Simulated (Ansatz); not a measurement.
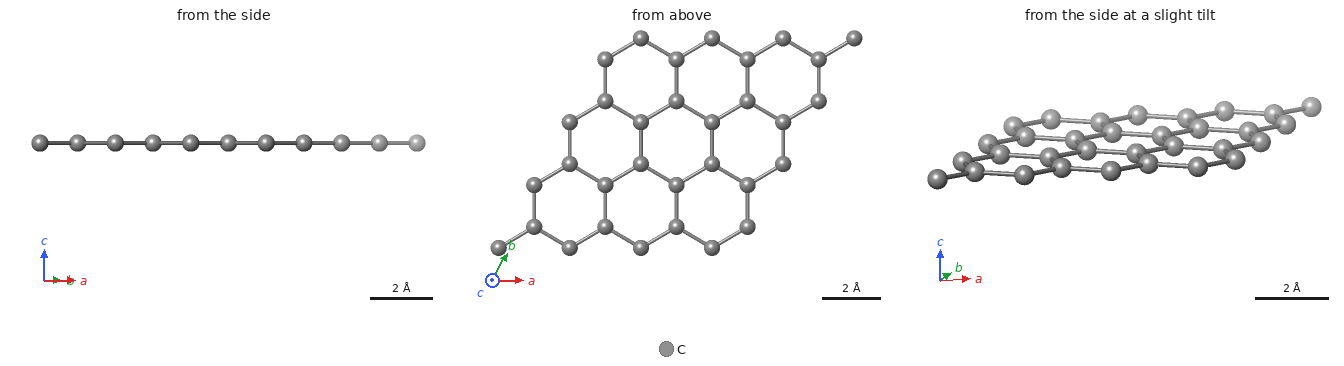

A ball-and-stick picture of a periodic sheet, seen from the side, from above and from the side at a slight tilt. The surface normal points up in side views; the vacuum is left out. 4×4 cells are drawn in the plane, with atoms at the edges repeated.

The cell holds 2 C.

### What is the thickness of the slab?

About 0.0 Å from the lowest to the highest atom.

### How are the atoms bonded?

The coordination shell of C holds three C in a trigonal planar arrangement at about 1.4 Å. The bonds build C layers parallel to the surface.

It goes back to a structure listed in the Materials Project, from which a slab or single sheet was cut. The cell was then strained or its atoms displaced on purpose. The atoms were relaxed in a fixed cell with Ansatz, DFT PBE+D3(BJ), scalar-relativistic, plane waves, PAW.
